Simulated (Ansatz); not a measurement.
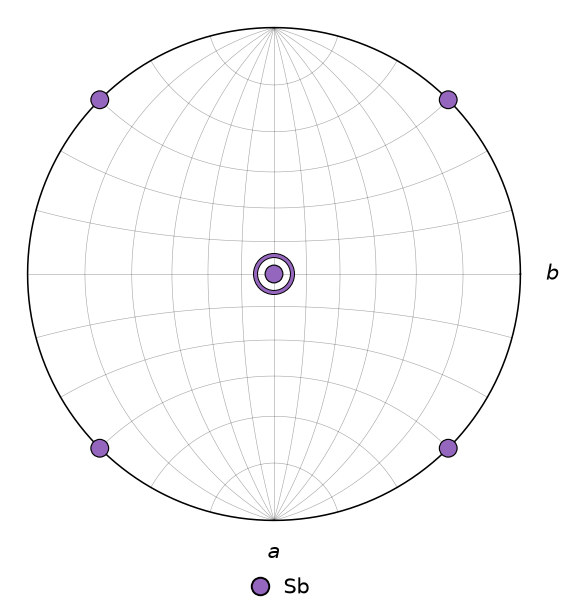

Directions from one antimony atom at (1/2, 1/2, 1/2) to its bonded neighbours, in stereographic projection down c (filled: above the plane of the page or in it, open: below). Crystal: GaSb3, the geometry relaxed with DFT PBE, scalar-relativistic, plane waves, PAW in Ansatz. Symmetry computed with spglib at a tolerance of 0.002 Å; standard conventional cell.

Neighbours are counted up to 3.22 Å for Sb; other elements are left out.

```yaml
crystal:
  lattice:
    - [4.25798, 0.00000, 0.00000]
    - [0.00000, 4.25798, 0.00000]
    - [0.00000, 0.00000, 6.08093]
  atoms:
    - { symbol: Sb, position: [0.00000, 0.00000, 0.50000] }
    - { symbol: Sb, position: [0.50000, 0.50000, 0.50000] }
    - { symbol: Ga, position: [0.00000, 0.00000, 0.00000] }
    - { symbol: Sb, position: [0.50000, 0.50000, 0.00000] }
```

Q: How many neighbours are there, and at what angles?

A: 6: 4 Sb at 3.01 Å, 2 Sb at 3.04 Å. Angles between bonds: 90° (12×), 180° (3×).

Q: What is the site's symmetry in the crystal?

A: Point group 4/mmm (D4h), order 16: one fourfold axis, four twofold axes, five mirror planes, an inversion centre. In P4/mmm, No. 123 this is Wyckoff position 1d.
